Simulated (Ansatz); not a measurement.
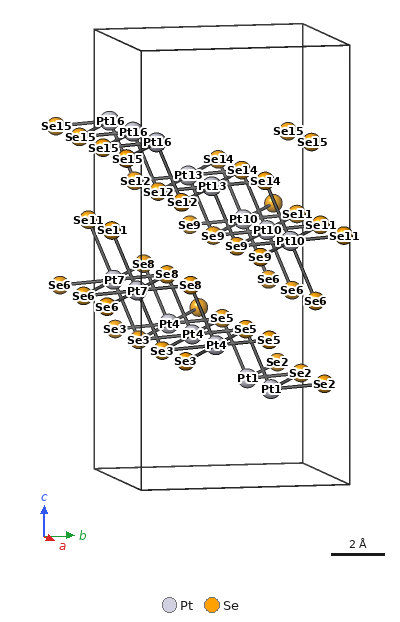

**Figure 1.** The structure (ball-and-stick view of the 2 × 1 repeat of the cell, with the vacuum cut short, seen slightly off an axis; bonded neighbours outside the cell are drawn too; atoms are numbered from 1 in the order of the input). An atom can appear more than once, as a periodic image. Near neighbours in the periodic cell (some may lie outside the picture): Pt has 3 Se at 2.51 Å; Se has 2 Pt at 2.51 Å; Se has 3 Pt at 2.51 Å; Pt has 5 Se at 2.51 Å; Pt has 6 Se at 2.51 Å.

## Pt3Se5: a changed input and its effect

System: Pt3Se5 (slab, 16 atoms in the cell).
Method of run 1: DFT PBEsol, scalar-relativistic, plane waves, PAW, no spin polarisation (Ansatz 0.2.0).

The structure derives from an entry of the Crystallography Open Database. Text and figures count atoms from 1; the logs count them from 0 in places.

## Input, run 1
```yaml
crystal:
  lattice:
    - [3.7607249066, 0.0, 0.0]
    - [0.0, 8.1290185517, 0.0]
    - [0.0, 0.0, 24.7424025113]
  atoms:
    - { symbol: Pt, position: [0.5, 0.6789607276, 0.3031233526] }
    - { symbol: Se, position: [0.0, 0.8792751587, 0.3179298616] }
    - { symbol: Se, position: [0.5, 0.1576070242, 0.3670675026] }
    - { symbol: Pt, position: [0.0, 0.3579214553, 0.3818740115] }
    - { symbol: Se, position: [0.5, 0.5582358864, 0.3966805205] }
    - { symbol: Se, position: [0.0, 0.8365677518, 0.4458181615] }
    - { symbol: Pt, position: [0.5, 0.0368821829, 0.4606246705] }
    - { symbol: Se, position: [0.0, 0.237196614, 0.4754311795] }
    - { symbol: Se, position: [0.5, 0.5155284794, 0.5245688205] }
    - { symbol: Pt, position: [0.0, 0.7158429105, 0.5393753295] }
    - { symbol: Se, position: [0.5, 0.9161573416, 0.5541818385] }
    - { symbol: Se, position: [0.0, 0.1944892071, 0.6033194795] }
    - { symbol: Pt, position: [0.5, 0.3948036382, 0.6181259885] }
    - { symbol: Se, position: [0.0, 0.5951180693, 0.6329324974] }
    - { symbol: Se, position: [0.5, 0.8734499347, 0.6820701384] }
    - { symbol: Pt, position: [0.0, 0.0737643658, 0.6968766474] }
basis:
  ecutwfc: 420
kpoints:
  mp_grid: { grid: [9, 5, 1] }
hamiltonian:
  xc: pbesol
scf:
  occupations: { method: gaussian, width: 0.1 }
output:
  forces: true
  stress: true
  eigenvalues: true
  write_density: true
  write_potential: true
  elf: true
  volumetric_format: npy
efield:
  axis: 3
  dipole_correction: true
  ramp_width: 0.04
```

Command:
```bash
ansatz run input.yaml --threads 2 --pin off --max-ram 5120MiB --backend cpu --events-out ev --progress --plain --runs-dir out
```

Hardware: 2 threads of Intel Xeon @ 2.50GHz (Skylake/Cascade Lake), 189 GiB of memory available, shared host.

## Output, shortened to warnings, some set-up lines, iterations and results (run 1)
```
WARN: The output density's exchange-correlation potential varies sharply where the density is thin. Do not read a vacuum level from v_tot or v_xc, or from such a field of the output density. On a cell that repeats whose density bears no net charge and no dipole along the vacuum's axis use v_es (v_loc + v_h of the components); under efield.dipole_correction with no amplitude use v_es + v_field, …
Basis set: ecut = 420 eV, 14797 PW (Γ), exchange–correlation on 54×120×360 points (8 copies of the dense FFT grid, shifted against one another)
Symmetry: 2 space group operations
k-points: 15 of 45 (time reversal used)
Initial density: superposition of atomic densities (neutral atoms: chi_scale 0, normalization atom), corrected by the library's trained network
[...]
SCF iter   1: F=—  HF=-128545.251309 eV  |F-HF|=—  |Δ(HF+E_count)|=         —  Δρ=3.58e-3  dr2=1.54e-1  ethr=1.77e-3  p=-0.000 e·Å  D=-6.20e-12 V/Å  ΔV_dip=0.00 eV  …
SCF iter   2: F=—  HF=-128545.235192 eV  |F-HF|=—  |Δ(HF+E_count)|=   1.61e-2  Δρ=1.84e-3  dr2=3.93e-2  ethr=5.75e-5  p=0.000 e·Å  D=3.63e-6 V/Å  ΔV_dip=-0.00 eV  …
SCF iter   3: F=—  HF=-128545.225086 eV  |F-HF|=—  |Δ(HF+E_count)|=   1.01e-2  Δρ=5.76e-4  dr2=6.06e-3  ethr=1.47e-5  p=-0.000 e·Å  D=-6.05e-7 V/Å  ΔV_dip=0.00 eV  …
SCF iter   4: F=—  HF=-128545.223958 eV  |F-HF|=—  |Δ(HF+E_count)|=   1.13e-3  Δρ=1.41e-4  dr2=3.28e-4  ethr=2.26e-6  p=0.000 e·Å  D=1.86e-6 V/Å  ΔV_dip=-0.00 eV  …
SCF iter   5: F=—  HF=-128545.223907 eV  |F-HF|=—  |Δ(HF+E_count)|=   5.14e-5  Δρ=4.98e-5  dr2=2.96e-5  ethr=1.22e-7  p=0.000 e·Å  D=2.33e-7 V/Å  ΔV_dip=-0.00 eV  …
SCF iter   6: F=—  HF=-128545.223633 eV  |F-HF|=—  |Δ(HF+E_count)|=   2.73e-4  Δρ=1.93e-5  dr2=3.71e-6  ethr=1.10e-8  p=0.000 e·Å  D=2.18e-7 V/Å  ΔV_dip=-0.00 eV  …
SCF iter   7: F=—  HF=-128545.223637 eV  |F-HF|=—  |Δ(HF+E_count)|=   3.33e-6  Δρ=6.19e-6  dr2=3.12e-7  ethr=1.39e-9  p=0.000 e·Å  D=7.92e-8 V/Å  ΔV_dip=-0.00 eV  …
SCF iter   8: F=-128545.223637 eV  HF=-128545.223637 eV  |F-HF|=6.00e-8  |Δ(HF+E_count)|=   4.62e-7  Δρ=2.04e-6  dr2=4.58e-8  ethr=3.73e-11  p=-0.000 e·Å  D=-5.65e-9 V/Å  …
SCF 1 converged in 8 iterations: F = -128545.223637 eV  dr2 = 4.58e-8
WARN: The output density's exchange-correlation potential varies sharply where the density is thin. Do not read a vacuum level from v_tot or v_xc, or from such a field of the output density. On a cell that repeats whose density bears no net charge and no dipole along the vacuum's axis use v_es …
SCF converged after 8 iterations
Free energy (F): -128545.223637 eV
Harris-Foulkes:  -128545.223637 eV  (|F-HF|=6.00e-8)
Internal energy: -128545.190515 eV  (E = F + TS)
E sigma→0 (E₀):  -128545.207076 eV
Entropy (-TS):   -0.033122 eV (-2.070 meV/atom)
Fermi energy:    2.595665 eV
Dipole field:    D = -0.000000 V/Å  (p = -0.000002 e·Å, saw-weighted, corrected)
Work function:   Φ+ = 5.1814 eV   Φ− = 5.1814 eV
[...]
```

The input of run 2 differs as follows (lines with − go, lines with + come):
```diff
+  convergence: { dr2_threshold: 1.0e-06 }
-  write_density: true
-  write_potential: true
-  elf: true
-  volumetric_format: npy
```

What does this change do to the results?

Both reach the same energy, so the change doesn't alter the result. The SCF takes 7 iterations against 8.

## Output, shortened to warnings, some set-up lines, iterations and results (run 2)
```
Warning: scf.convergence.dr2_threshold = 1e-6 eV is looser than this run's default, which is 1e-7 eV or tighter. The error in the forces grows as the threshold's square root, so leave the key out unless less accurate forces are enough
Warning: output.stress: scf.convergence.dr2_threshold = 1e-6 eV is looser than the 1.6e-9 eV advised for a printed stress (1e-10 eV for each atom of the cell: 16). What an SCF threshold leaves in a stress goes as its square root, and in the free energy as the threshold itself, and one threshold admits the most on a small cell: of the crystals measured, under no hybrid functional and no lock of …
Basis set: ecut = 420 eV, 14797 PW (Γ), exchange–correlation on 54×120×360 points (8 copies of the dense FFT grid, shifted against one another)
Symmetry: 2 space group operations
k-points: 15 of 45 (time reversal used)
Initial density: superposition of atomic densities (neutral atoms: chi_scale 0, normalization atom), corrected by the library's trained network
[...]
SCF iter   1: F=—  HF=-128545.251309 eV  |F-HF|=—  |Δ(HF+E_count)|=         —  Δρ=3.58e-3  dr2=1.54e-1  ethr=1.77e-3  p=-0.000 e·Å  D=-6.20e-12 V/Å  ΔV_dip=0.00 eV  …
SCF iter   2: F=—  HF=-128545.235192 eV  |F-HF|=—  |Δ(HF+E_count)|=   1.61e-2  Δρ=1.84e-3  dr2=3.93e-2  ethr=5.75e-5  p=0.000 e·Å  D=3.63e-6 V/Å  ΔV_dip=-0.00 eV  …
SCF iter   3: F=—  HF=-128545.225086 eV  |F-HF|=—  |Δ(HF+E_count)|=   1.01e-2  Δρ=5.76e-4  dr2=6.06e-3  ethr=1.47e-5  p=-0.000 e·Å  D=-6.05e-7 V/Å  ΔV_dip=0.00 eV  …
SCF iter   4: F=—  HF=-128545.223958 eV  |F-HF|=—  |Δ(HF+E_count)|=   1.13e-3  Δρ=1.41e-4  dr2=3.28e-4  ethr=2.26e-6  p=0.000 e·Å  D=1.86e-6 V/Å  ΔV_dip=-0.00 eV  …
SCF iter   5: F=—  HF=-128545.223617 eV  |F-HF|=—  |Δ(HF+E_count)|=   3.41e-4  Δρ=4.98e-5  dr2=2.96e-5  ethr=1.22e-7  p=0.000 e·Å  D=2.33e-7 V/Å  ΔV_dip=-0.00 eV  …
SCF iter   6: F=—  HF=-128545.223633 eV  |F-HF|=—  |Δ(HF+E_count)|=   1.60e-5  Δρ=1.93e-5  dr2=3.71e-6  ethr=1.10e-8  p=0.000 e·Å  D=2.28e-7 V/Å  ΔV_dip=-0.00 eV  …
SCF iter   7: F=-128545.223637 eV  HF=-128545.223637 eV  |F-HF|=4.29e-7  |Δ(HF+E_count)|=   3.33e-6  Δρ=6.15e-6  dr2=3.05e-7  ethr=3.73e-10  p=0.000 e·Å  D=8.40e-8 V/Å  …
SCF 1 converged in 7 iterations: F = -128545.223637 eV  dr2 = 3.05e-7
SCF converged after 7 iterations
Free energy (F): -128545.223637 eV
Harris-Foulkes:  -128545.223637 eV  (|F-HF|=4.29e-7)
Internal energy: -128545.190514 eV  (E = F + TS)
E sigma→0 (E₀):  -128545.207076 eV
Entropy (-TS):   -0.033123 eV (-2.070 meV/atom)
Fermi energy:    2.595701 eV
Dipole field:    D = 0.000001 V/Å  (p = 0.000003 e·Å, saw-weighted, corrected)
Work function:   Φ+ = 5.1813 eV   Φ− = 5.1813 eV
Levels:          The Fermi level and band energies are counted from a zero that moves with the ramp; work functions are not
--- Per-component energies (eV) ---
  E_band       = -7823.433722
  E_kinetic    = 4994.233233
  E_local      = -324360.085155  (includes V_loc(G=0)·N_el)
  E_nonlocal   = -4689.669243
  E_hartree    = 159301.649659
  E_xc         = -2581.879416
  E_vxc        = -2777.582987  (∫ρ·V_xc dr)
  E_paw        = -74589.973932  (= ΣΔE_a)
  E_vpaw       = 406.368042  (= ΣTr[D̂ρ^β])
  E_aug_tail   = -0.004900  (compensation charges beyond the density's cutoff)
  E_efield     = 0.000000  (sawtooth field / dipole correction)
  E_vefield    = 0.000000  (∫n·V_field dr)
  E_ewald      = 113368.732850
  E_core_change = 11.806391  (= ΣΔE_core)
  E_smearing   = -0.033123  (= −TS)
  E_closure    = -0.000000  (closes the sum)
  Σ components = -128545.223637   (vs F -128545.223637, Δ=0.00e0)
--- Forces (eV/Å), atoms counted from 1 ---
  atom   1  Pt     0.00000000     1.51396204     2.07374531
  atom   2  Se     0.00000000    -1.79060310    -0.79975048
  atom   3  Se     0.00000000     0.22038782    -0.44585279
  atom   4  Pt     0.00000000     0.38920374     0.30313451
  atom   5  Se     0.00000000    -0.49050660    -1.15796390
  atom   6  Se     0.00000000     0.09736376     0.03013434
  atom   7  Pt     0.00000000     0.18942181    -0.13523072
  atom   8  Se     0.00000000    -0.27309093     0.42378091
  atom   9  Se     0.00000000     0.27309180    -0.42377990
  atom  10  Pt     0.00000000    -0.18942321     0.13523193
  atom  11  Se     0.00000000    -0.09736596    -0.03013318
  atom  12  Se     0.00000000     0.49050611     1.15796418
  atom  13  Pt     0.00000000    -0.38920263    -0.30313365
  atom  14  Se     0.00000000    -0.22038853     0.44585180
  atom  15  Se     0.00000000     1.79060516     0.79975051
  atom  16  Pt     0.00000000    -1.51396354    -2.07374888
  max |Σ_I F_I| component: 2.26e-6 eV/Å
--- Stress (GPa, compression-positive) ---
       -3.055156       0.000000       0.000000
        0.000000      -2.647034      -0.027974
        0.000000      -0.027975      -1.323685
  P = ⅓ Tr σ = -2.3420 GPa (-23.420 kbar)
```

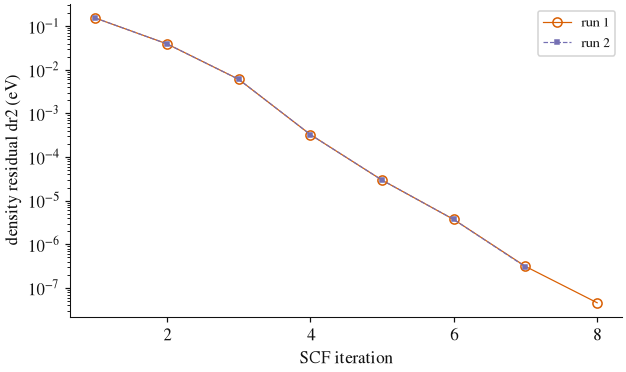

**Figure 2.** Convergence of the two runs: density residual dr2 against the SCF iteration. Run 1 takes 8 iterations in all, and run 2 takes 7.

## The two runs side by side

```tsv
quantity	run 1	run 2
outcome	converged	converged
free energy per atom (eV)	−8034.0765	−8034.0765
energy per atom, smearing taken to zero (eV)	−8034.0754	−8034.0754
gap on the mesh (eV)	0.00	0.00
work function (eV)	5.18	–
largest force (eV/Å)	2.568	2.568
SCF iterations	8	7
irreducible k-points	15	15
plane waves at Γ	14797	14797
wall time (shared host)	3.5 min	2.6 min
```

For both runs: Spin–orbit coupling is left out, which matters for Pt. For run 1: Warnings: the exchange-correlation potential is rough where the density is thin. For run 2: Warnings: the SCF threshold is loose for the printed forces; the SCF threshold is looser than advised for the printed stress.
